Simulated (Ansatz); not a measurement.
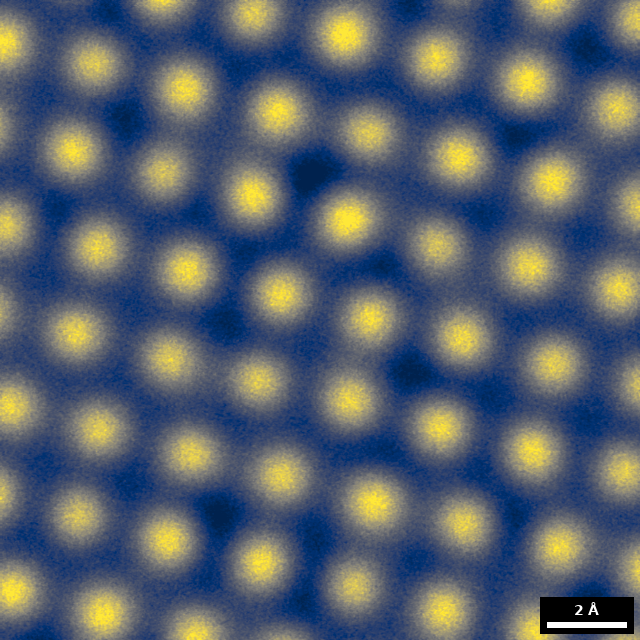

Dark-field STEM-like image of W (Fddd, No. 70). Simulation: incoherent imaging, intensity Z^1.7 per atom, probe width 1.30 Å, thin sample. The probe carries 15 % of its weight in a tail 2.5 times as wide. Shot noise, a slight drift and the speckle of an amorphous layer were added. Atomic positions: the geometry relaxed with DFT, r2SCAN, plane waves (500 eV) with PAW, scalar-relativistic (Ansatz 0.2.0); the starting structure was generated, so it need not be a known form of this composition.

```
W
1.0
     2.67776    0.00000    0.00000
     0.00000    5.38682    0.00000
     0.00000    0.00000    9.00658
W
8
Direct
  0.25000 0.25000 0.75000
  0.50000 0.00000 0.00000
  0.25000 0.75000 0.25000
  0.50000 0.50000 0.50000
  0.75000 0.25000 0.25000
  0.00000 0.00000 0.50000
  0.75000 0.75000 0.75000
  0.00000 0.50000 0.00000
```

> Which beam direction gives this image, [110], [011], [101] or [210]? (Directions equivalent by symmetry count as one.)

[110]. The projected cells are 2.40 × 4.66 Å, 105° for [110]; 2.67 × 2.67 Å, 120° for [011]; 2.57 × 2.98 Å, 115° for [101]; 0.95 × 2.30 Å, 102° for [210], and the image repeats as the [110] one does.
